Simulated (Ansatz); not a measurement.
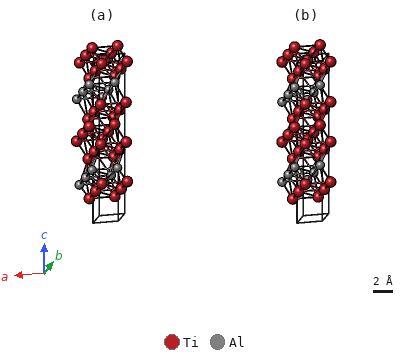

The structure of crystalline Ti$_{3}$Al (set up in P1) before (left) and after (right) a relaxation, at one scale.

A ball-and-stick model of the cell of the calculation, repeated 2 × 3 × 1 with one cell outlined, seen from a free direction.

Case: a zone-boundary wave of random shape, sigma 0.15 Å; relaxed back.

Method: DFT PBEsol, scalar-relativistic, plane waves, PAW (Ansatz 0.2.0).

Input file:
```yaml
crystal:
  lattice:
    - [2.8957824531, 0.0, 0.0]
    - [-1.4478912265, 2.5078211682, 0.0]
    - [0.0, 0.0, 18.2787083532]
  atoms:
    - { symbol: Ti, position: [0.7026338063, 0.2443900796, 0.5095712045] }
    - { symbol: Ti, position: [0.6306995271, 0.422276587, -0.0095712045] }
    - { symbol: Ti, position: [0.3301789511, 0.5818999908, 0.3778890342] }
    - { symbol: Ti, position: [0.3364877156, 0.7514333425, 0.8732871098] }
    - { symbol: Ti, position: [0.317425109, 0.7120345071, 0.1248815322] }
    - { symbol: Ti, position: [0.3492415577, 0.6212988262, 0.6239423238] }
    - { symbol: Al, position: [0.5873833057, 0.2180643282, 0.2367028] }
    - { symbol: Al, position: [0.7459500277, 0.4486023384, 0.7632972] }
basis:
  ecutwfc: 420
kpoints:
  mp_grid: { grid: [12, 12, 2] }
hamiltonian:
  xc: pbesol
scf:
  occupations: { method: gaussian, width: 0.15 }
output:
  forces: true
  stress: true
  eigenvalues: true
relax:
  adjacent_minimum: "off"
  f_tol: 0.01
  max_steps: 80
  cell: { stress_tol: 0.1 }
```

Launched with:
```bash
ansatz run input.yaml --threads 2 --pin off --max-ram 5120MiB --backend cpu --events-out ev --progress --plain --runs-dir out
```

Q: Describe what moved and what it gained.

A: After 4 accepted moves (5 points after the start) the energy has fallen by 136 meV per atom. Largest force component: 2.6 eV/Å at the start, 0.0015 eV/Å at the end. The pressure goes from 2.73 to 0.02 GPa. The SCF was repeated once at an unchanged geometry on a basis and grid sized afresh for the cell, which shifted the energy by less than 0.05 meV per atom at most. The largest moves relative to the cell, 0.38 Å, are those of Al7 and Al8. Al7 goes in a general direction near [3 3 1]. Largest moves by element: Al 0.38 Å, Ti 0.37 Å. The drawn cell changes at constant volume: a 2.896 → 2.895 Å (0.0 %), b 2.896 → 2.894 Å (−0.1 %), c 18.279 → 18.280 Å (0.0 %). Among the contacts that change: Ti6–Al8 3.286 → 2.839 Å, Ti5–Al7 2.406 → 2.839 Å, Ti3–Al7 3.183 → 2.839 Å, Ti4–Al8 2.497 → 2.839 Å. The space group (tolerance 0.01 Å) goes from P1 (No. 1) to P-6m2 (No. 187). The run took 6.5 min on 2 threads of Intel(R) Xeon(R) Platinum 8175M CPU @ 2.50GHz (Skylake/Cascade Lake) (shared host), peak memory 0.95 GiB.
